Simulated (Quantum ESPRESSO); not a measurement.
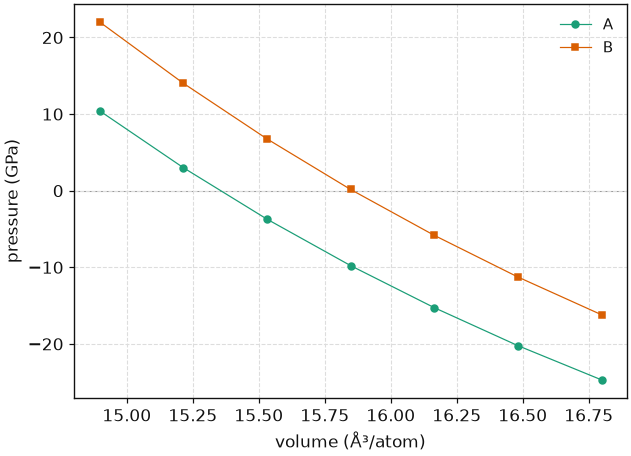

Plotted: pressure against volume, with one curve for each functional, for W (space group Im-3m). The labels are replaced by letters. In alphabetical order the cases are: LDA; PBE + D3(BJ).

Method: plane-wave DFT, no spin polarisation; energies at scaled volumes of the given cell, shape and fractions fixed, counted from the fit's minimum, third-order Birch-Murnaghan fit (Quantum ESPRESSO 7.5). All runs: no spin polarisation.

- k mesh: 12×12×12
- occupations: Fermi–Dirac
- smearing width: 0.05 eV

Which letter stands for which functional?

Answer. A: LDA; B: PBE + D3(BJ).
